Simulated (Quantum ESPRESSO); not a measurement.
# MgS, rock salt type, strained in the (001) plane: a series in biaxial strain in the plane, part 3 of 6

What law, if any, do the results for MgS, rock salt type, strained in the (001) plane follow against biaxial strain in the plane?

Quantum ESPRESSO 7.5; plane-wave DFT, PBE, GBRV ultrasoft pseudopotentials.

So far. Step 2 (Variable-cell relaxation of the reference):  The last row is no step: it is a fresh SCF in the final cell with a new plane-wave basis, +0 meV from the row before. Step 3 (Relaxing cell and ions, -4 %):  The last row is no step: it is a fresh SCF in the final cell with a new plane-wave basis, -0 meV from the row before.

The structure was built from a prototype and need not be the compound's stable phase.

### Step 5. Complex bands with pwcond.x, -4 %

Level of this step: complex band structure by pwcond; plane-wave DFT, PBE, GBRV ultrasoft pseudopotentials (Quantum ESPRESSO).

pwcond with ikind = 0 solves for the decaying states at each energy.

File m0.cbs.in:

```
&inputcond
  outdir = './out'
  prefixl = 'm0.scf'
  band_file = 'm0.cbs'
  ikind = 0
  ewind = 4.0
  epsproj = 1e-05
  nz1 = 7
  energy0 = 4.95
  denergy = -0.15
/
3
  0.00000000 0.00000000 1.00000000
  0.50000000 0.00000000 1.00000000
  0.50000000 0.50000000 1.00000000
41
```

The run is started by

```bash
$ OMP_NUM_THREADS=1 mpirun -n 4 pwcond.x -in m0.cbs.in > m0.cbs.out
```

Output:

```text
[banner, memory and clock lines left out]
Program PWCOND v.7.5 starts

          URL

     ./out/m0.scf.save/

     IMPORTANT: XC functional enforced from input :
     Exchange-correlation= PBE
                           (   1   4   3   4   0   0   0)
     Any further DFT definition will be discarded
     Please, verify this is what you really want

     Reading collected, re-writing distributed wavefunctions

===== INPUT FILE containing the left lead =====

     GEOMETRY:

     lattice parameter (alat)  =       6.7066  a.u.
     the volume                =     455.5761 (a.u.)^3
     the cross section         =      44.9782 (a.u.)^2
     l of the unit cell        =       1.5103 (alat)
     number of atoms/cell      =            4
     number of atomic types    =            2

     crystal axes: (cart. coord. in units of alat)
               a(1) = (  1.0000  0.0000  0.0000 )
               a(2) = (  0.0000  1.0000  0.0000 )
               a(3) = (  0.0000  0.0000  1.5103 )

   Cartesian axes

     site n.     atom                  positions (alat units)
          1        Mg     tau(  1)=(  0.0000  0.0000  1.5103  )
          2        S      tau(  2)=(  0.5000  0.5000  1.5103  )
          3        Mg     tau(  3)=(  0.5000  0.5000  0.7551  )
          4        S      tau(  4)=(  0.0000  0.0000  0.7551  )

     nr1s                      =           27
     nr2s                      =           27
     nr3s                      =           45
     nr1sx                     =           27
     nr2sx                     =           27
     nr3sx                     =           45
     nr1                       =           32
     nr2                       =           32
     nr3                       =           45
     nr1x                      =           32
     nr2x                      =           32
     nr3x                      =           45

 _______________________________
  Radii of nonlocal spheres:

     type       ibeta     ang. mom.          radius (alat units)
       Mg         1         0                    0.2258
       Mg         2         0                    0.2258
       Mg         3         0                    0.2258
       Mg         4         1                    0.2258
       Mg         5         1                    0.2258
       Mg         6         2                    0.2258
       Mg         7         2                    0.2258
       S          1         0                    0.2248
       S          2         0                    0.2248
       S          3         1                    0.2248
       S          4         1                    0.2248
       S          5         2                    0.2248
       S          6         2                    0.2248
----- General information -----

----- Complex band structure calculation -----

     nrx                       =           27
     nry                       =           27
     nz1                       =            7

     energy0               =         5.0E+00
     denergy               =        -1.5E-01
     nenergy               =         41
     ecut2d                =         4.0E+01
     ewind                 =         4.0E+00
     epsproj               =         1.0E-05

     number of k_|| points=    3
                       cryst. coord.
        k(    1) = (   0.0000000   0.0000000), wk =   0.3333333
        k(    2) = (   0.5000000   0.0000000), wk =   0.3333333
        k(    3) = (   0.5000000   0.5000000), wk =   0.3333333
----- Information about left lead -----

     nocros                   =           37
     noins                    =           37
     norb                     =          111
     norbf                    =          111
     nrz                      =           45

      iorb      type   ibeta   ang. mom.   m       position (alat)
        1        1       1        0        1   taunew(   1)=(  0.0000  0.0000  0.0000)
        2        1       2        0        1   taunew(   2)=(  0.0000  0.0000  0.0000)
        3        1       3        0        1   taunew(   3)=(  0.0000  0.0000  0.0000)
        4        1       4        1        1   taunew(   4)=(  0.0000  0.0000  0.0000)
        5        1       4        1        2   taunew(   5)=(  0.0000  0.0000  0.0000)
        6        1       4        1        3   taunew(   6)=(  0.0000  0.0000  0.0000)
        7        1       5        1        1   taunew(   7)=(  0.0000  0.0000  0.0000)
        8        1       5        1        2   taunew(   8)=(  0.0000  0.0000  0.0000)
        9        1       5        1        3   taunew(   9)=(  0.0000  0.0000  0.0000)
       10        1       6        2        1   taunew(  10)=(  0.0000  0.0000  0.0000)
       11        1       6        2        2   taunew(  11)=(  0.0000  0.0000  0.0000)
       12        1       6        2        3   taunew(  12)=(  0.0000  0.0000  0.0000)
       13        1       6        2        4   taunew(  13)=(  0.0000  0.0000  0.0000)
       14        1       6        2        5   taunew(  14)=(  0.0000  0.0000  0.0000)
       15        1       7        2        1   taunew(  15)=(  0.0000  0.0000  0.0000)
       16        1       7        2        2   taunew(  16)=(  0.0000  0.0000  0.0000)
       17        1       7        2        3   taunew(  17)=(  0.0000  0.0000  0.0000)
       18        1       7        2        4   taunew(  18)=(  0.0000  0.0000  0.0000)
       19        1       7        2        5   taunew(  19)=(  0.0000  0.0000  0.0000)
       20        2       1        0        1   taunew(  20)=(  0.5000  0.5000  0.0000)
       21        2       2        0        1   taunew(  21)=(  0.5000  0.5000  0.0000)
       22        2       3        1        1   taunew(  22)=(  0.5000  0.5000  0.0000)
       23        2       3        1        2   taunew(  23)=(  0.5000  0.5000  0.0000)
       24        2       3        1        3   taunew(  24)=(  0.5000  0.5000  0.0000)
       25        2       4        1        1   taunew(  25)=(  0.5000  0.5000  0.0000)
       26        2       4        1        2   taunew(  26)=(  0.5000  0.5000  0.0000)
       27        2       4        1        3   taunew(  27)=(  0.5000  0.5000  0.0000)
       28        2       5        2        1   taunew(  28)=(  0.5000  0.5000  0.0000)
       29        2       5        2        2   taunew(  29)=(  0.5000  0.5000  0.0000)
       30        2       5        2        3   taunew(  30)=(  0.5000  0.5000  0.0000)
       31        2       5        2        4   taunew(  31)=(  0.5000  0.5000  0.0000)
       32        2       5        2        5   taunew(  32)=(  0.5000  0.5000  0.0000)
       33        2       6        2        1   taunew(  33)=(  0.5000  0.5000  0.0000)
[...]
40        1       3        0        1   taunew(  40)=(  0.5000  0.5000  0.7551)
       41        1       4        1        1   taunew(  41)=(  0.5000  0.5000  0.7551)
       42        1       4        1        2   taunew(  42)=(  0.5000  0.5000  0.7551)
       43        1       4        1        3   taunew(  43)=(  0.5000  0.5000  0.7551)
       44        1       5        1        1   taunew(  44)=(  0.5000  0.5000  0.7551)
       45        1       5        1        2   taunew(  45)=(  0.5000  0.5000  0.7551)
       46        1       5        1        3   taunew(  46)=(  0.5000  0.5000  0.7551)
       47        1       6        2        1   taunew(  47)=(  0.5000  0.5000  0.7551)
       48        1       6        2        2   taunew(  48)=(  0.5000  0.5000  0.7551)
       49        1       6        2        3   taunew(  49)=(  0.5000  0.5000  0.7551)
       50        1       6        2        4   taunew(  50)=(  0.5000  0.5000  0.7551)
       51        1       6        2        5   taunew(  51)=(  0.5000  0.5000  0.7551)
       52        1       7        2        1   taunew(  52)=(  0.5000  0.5000  0.7551)
       53        1       7        2        2   taunew(  53)=(  0.5000  0.5000  0.7551)
       54        1       7        2        3   taunew(  54)=(  0.5000  0.5000  0.7551)
       55        1       7        2        4   taunew(  55)=(  0.5000  0.5000  0.7551)
       56        1       7        2        5   taunew(  56)=(  0.5000  0.5000  0.7551)
       57        2       1        0        1   taunew(  57)=(  0.0000  0.0000  0.7551)
       58        2       2        0        1   taunew(  58)=(  0.0000  0.0000  0.7551)
       59        2       3        1        1   taunew(  59)=(  0.0000  0.0000  0.7551)
       60        2       3        1        2   taunew(  60)=(  0.0000  0.0000  0.7551)
       61        2       3        1        3   taunew(  61)=(  0.0000  0.0000  0.7551)
       62        2       4        1        1   taunew(  62)=(  0.0000  0.0000  0.7551)
       63        2       4        1        2   taunew(  63)=(  0.0000  0.0000  0.7551)
       64        2       4        1        3   taunew(  64)=(  0.0000  0.0000  0.7551)
       65        2       5        2        1   taunew(  65)=(  0.0000  0.0000  0.7551)
       66        2       5        2        2   taunew(  66)=(  0.0000  0.0000  0.7551)
       67        2       5        2        3   taunew(  67)=(  0.0000  0.0000  0.7551)
       68        2       5        2        4   taunew(  68)=(  0.0000  0.0000  0.7551)
       69        2       5        2        5   taunew(  69)=(  0.0000  0.0000  0.7551)
       70        2       6        2        1   taunew(  70)=(  0.0000  0.0000  0.7551)
       71        2       6        2        2   taunew(  71)=(  0.0000  0.0000  0.7551)
       72        2       6        2        3   taunew(  72)=(  0.0000  0.0000  0.7551)
       73        2       6        2        4   taunew(  73)=(  0.0000  0.0000  0.7551)
       74        2       6        2        5   taunew(  74)=(  0.0000  0.0000  0.7551)
       75        1       1        0        1   taunew(  75)=(  0.0000  0.0000  1.5103)
       76        1       2        0        1   taunew(  76)=(  0.0000  0.0000  1.5103)
       77        1       3        0        1   taunew(  77)=(  0.0000  0.0000  1.5103)
       78        1       4        1        1   taunew(  78)=(  0.0000  0.0000  1.5103)
       79        1       4        1        2   taunew(  79)=(  0.0000  0.0000  1.5103)
       80        1       4        1        3   taunew(  80)=(  0.0000  0.0000  1.5103)
       81        1       5        1        1   taunew(  81)=(  0.0000  0.0000  1.5103)
       82        1       5        1        2   taunew(  82)=(  0.0000  0.0000  1.5103)
       83        1       5        1        3   taunew(  83)=(  0.0000  0.0000  1.5103)
       84        1       6        2        1   taunew(  84)=(  0.0000  0.0000  1.5103)
       85        1       6        2        2   taunew(  85)=(  0.0000  0.0000  1.5103)
       86        1       6        2        3   taunew(  86)=(  0.0000  0.0000  1.5103)
       87        1       6        2        4   taunew(  87)=(  0.0000  0.0000  1.5103)
       88        1       6        2        5   taunew(  88)=(  0.0000  0.0000  1.5103)
       89        1       7        2        1   taunew(  89)=(  0.0000  0.0000  1.5103)
       90        1       7        2        2   taunew(  90)=(  0.0000  0.0000  1.5103)
       91        1       7        2        3   taunew(  91)=(  0.0000  0.0000  1.5103)
       92        1       7        2        4   taunew(  92)=(  0.0000  0.0000  1.5103)
       93        1       7        2        5   taunew(  93)=(  0.0000  0.0000  1.5103)
       94        2       1        0        1   taunew(  94)=(  0.5000  0.5000  1.5103)
       95        2       2        0        1   taunew(  95)=(  0.5000  0.5000  1.5103)
       96        2       3        1        1   taunew(  96)=(  0.5000  0.5000  1.5103)
       97        2       3        1        2   taunew(  97)=(  0.5000  0.5000  1.5103)
       98        2       3        1        3   taunew(  98)=(  0.5000  0.5000  1.5103)
       99        2       4        1        1   taunew(  99)=(  0.5000  0.5000  1.5103)
      100        2       4        1        2   taunew( 100)=(  0.5000  0.5000  1.5103)
      101        2       4        1        3   taunew( 101)=(  0.5000  0.5000  1.5103)
      102        2       5        2        1   taunew( 102)=(  0.5000  0.5000  1.5103)
      103        2       5        2        2   taunew( 103)=(  0.5000  0.5000  1.5103)
      104        2       5        2        3   taunew( 104)=(  0.5000  0.5000  1.5103)
      105        2       5        2        4   taunew( 105)=(  0.5000  0.5000  1.5103)
      106        2       5        2        5   taunew( 106)=(  0.5000  0.5000  1.5103)
      107        2       6        2        1   taunew( 107)=(  0.5000  0.5000  1.5103)
      108        2       6        2        2   taunew( 108)=(  0.5000  0.5000  1.5103)
      109        2       6        2        3   taunew( 109)=(  0.5000  0.5000  1.5103)
      110        2       6        2        4   taunew( 110)=(  0.5000  0.5000  1.5103)
      111        2       6        2        5   taunew( 111)=(  0.5000  0.5000  1.5103)
 ngper, shell number =          145          23
 ngper, n2d =          145          81
---  E-Ef =    4.9500000  k =    0.0000000   0.0000000
---  ie =          1  ik =          1
 Nchannels of the left tip =            3
 Right moving states:
   k1(2pi/a)   k2(2pi/a)   E-Ef (eV)
   0.2363221   0.0000000   4.9500000
   0.3910961  -0.0000000   4.9500000
   0.4971977   0.0000000   4.9500000
 Left moving states:
   k1(2pi/a)   k2(2pi/a)   E-Ef (eV)
  -0.2363221   0.0000000   4.9500000
  -0.3910961  -0.0000000   4.9500000
  -0.4971977   0.0000000   4.9500000

---  E-Ef =    4.8000000  k =    0.0000000   0.0000000
---  ie =          2  ik =          1
 Nchannels of the left tip =            3
 Right moving states:
   k1(2pi/a)   k2(2pi/a)   E-Ef (eV)
   0.2137550   0.0000000   4.8000000
   0.3448861  -0.0000000   4.8000000
   0.4737542   0.0000000   4.8000000
 Left moving states:
   k1(2pi/a)   k2(2pi/a)   E-Ef (eV)
  -0.2137550   0.0000000   4.8000000
  -0.3448861  -0.0000000   4.8000000
  -0.4737542   0.0000000   4.8000000
[... further energies and points left out ...]
---  E-Ef =   -0.9000000  k =    0.5000000   0.5000000
---  ie =         40  ik =          3
 Nchannels of the left tip =            0
 Right moving states:
   k1(2pi/a)   k2(2pi/a)   E-Ef (eV)
 Left moving states:
   k1(2pi/a)   k2(2pi/a)   E-Ef (eV)

---  E-Ef =   -1.0500000  k =    0.5000000   0.5000000
---  ie =         41  ik =          3
 Nchannels of the left tip =            0
 Right moving states:
   k1(2pi/a)   k2(2pi/a)   E-Ef (eV)
 Left moving states:
   k1(2pi/a)   k2(2pi/a)   E-Ef (eV)

Note: The following floating-point exceptions are signalling: IEEE_UNDERFLOW_FLAG IEEE_DENORMAL
Note: The following floating-point exceptions are signalling: IEEE_UNDERFLOW_FLAG IEEE_DENORMAL
Note: The following floating-point exceptions are signalling: IEEE_UNDERFLOW_FLAG IEEE_DENORMAL
Note: The following floating-point exceptions are signalling: IEEE_UNDERFLOW_FLAG IEEE_DENORMAL
```

Wall time 2 min (4 MPI ranks of Intel Xeon Platinum 8259CL at 2.50GHz (Skylake/Cascade Lake), shared host); peak memory 0.27 GiB; 7.8 min of CPU time.

K across = (0, 0) in the cell's reciprocal vectors; values within 0.0025 1/Å of each other count once, columns are sorted by size at each energy, a dash where no further value was kept. The Im kz of the slowest decaying states by energy, zero at the highest filled level of the SCF mesh:

```
energy (eV)  decay 1 (Å⁻¹)  decay 2 (Å⁻¹)  decay 3 (Å⁻¹)
     -1.050          0.772           1.22           1.85
     -0.450          0.716           1.15           1.82
      0.000          0.011          0.246          0.671
      0.450          0.154          0.386          0.622
      1.050          0.211          0.479          0.548
      1.500          0.229          0.484           0.52
      1.950          0.234          0.409          0.546
      2.550          0.221          0.276          0.565
      3.000          0.074          0.195          0.569
      3.450          0.147           0.49          0.567
      4.050          0.252          0.555           1.43
      4.500          0.539           1.38           1.55
```

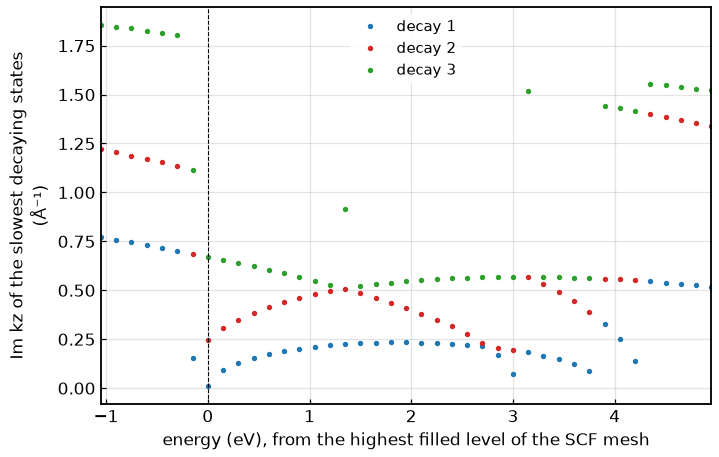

Im kz of the slowest decaying states, plotted against energy.

K across = (1/2, 0) in the cell's reciprocal vectors; values within 0.0025 1/Å of each other count once, columns are sorted by size at each energy, a dash where no further value was kept. Table of Im kz of the slowest decaying states by energy, zero at the highest filled level of the SCF mesh:

```
energy (eV)  decay 1 (Å⁻¹)  decay 2 (Å⁻¹)  decay 3 (Å⁻¹)
      -1.05          0.777           1.27           2.19
      -0.75          0.119          0.374           1.25
      -0.30          0.216          0.739           1.20
       0.00          0.253          0.815           1.17
       0.30          0.279          0.854           1.14
       0.75          0.305          0.881           1.10
       1.05          0.315          0.887           1.07
       1.35          0.321          0.886           1.03
       1.80          0.322          0.878          0.983
       2.10          0.318          0.867          0.949
       2.55          0.304          0.846          0.895
       2.85          0.289          0.829          0.857
       3.15          0.268          0.809          0.818
       3.60          0.225          0.755          0.776
       3.90          0.182           0.71           0.75
       4.20          0.116          0.662          0.722
       4.65           0.58          0.675           1.79
       4.95          0.516           0.64           1.76
```

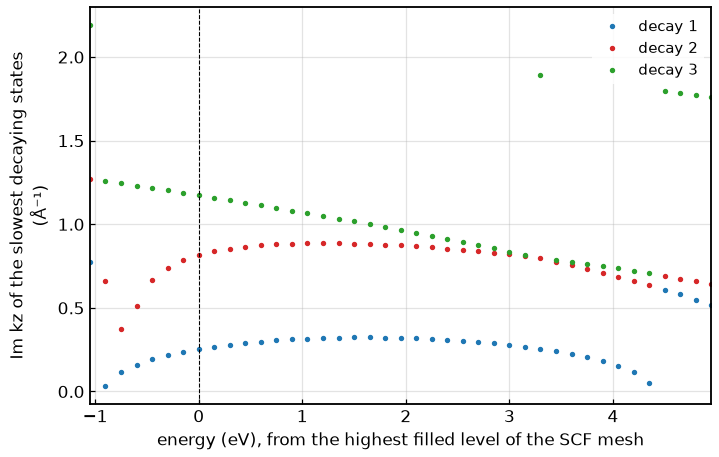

Im kz of the slowest decaying states against energy.

K across = (1/2, 1/2) in the cell's reciprocal vectors; values within 0.0025 1/Å of each other count once, columns are sorted by size at each energy, a dash where no further value was kept. Im kz of the slowest decaying states against energy, zero at the highest filled level of the SCF mesh:

```
energy (eV)  decay 1 (Å⁻¹)  decay 2 (Å⁻¹)  decay 3 (Å⁻¹)
      -1.05          0.288          0.351           2.09
      -0.60          0.326          0.379           2.07
      -0.15           0.34          0.395           2.04
       0.00          0.341          0.398           2.04
       0.30          0.338            0.4           2.02
       0.75          0.324          0.398           2.00
       1.20          0.298          0.388           1.97
       1.65          0.259          0.371           1.95
       2.25          0.171          0.336           1.91
       2.70            0.3           1.89           2.09
       3.15          0.252           1.86           2.06
       3.60          0.183           1.84           2.03
       4.05          0.021           1.81           2.00
       4.50           1.78           1.97           2.31
       4.95          0.045           1.76           1.94
```

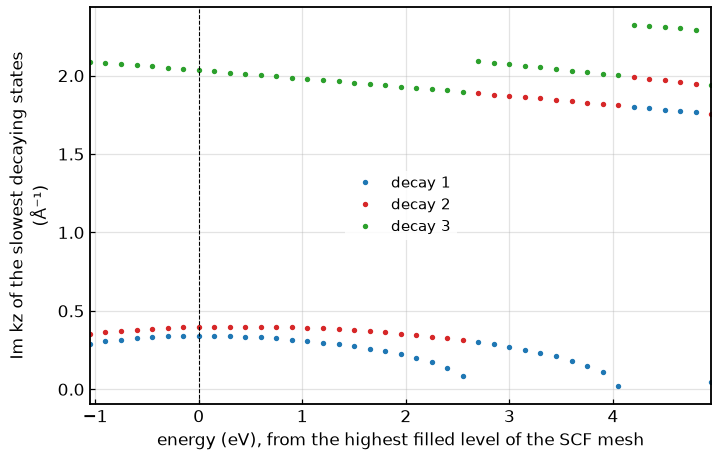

Im kz of the slowest decaying states, plotted against energy.

[end of part 3 of 6]

[Logs are printed without paths, hosts, clocks, repeated set-up lines and the standing remarks that a program may print on its own settings, such as how far it seeks lower states.]

[Hosts, paths, dates, database ids (printed as entryN), source tags and the programs' standing remarks are cut or masked in the printed files.]

[Maps of the electrostatic potential energy from Ansatz leave out the sawtooth potential of an applied field or a dipole correction, so their vacuum need not be flat; planar profiles and work functions include it.]
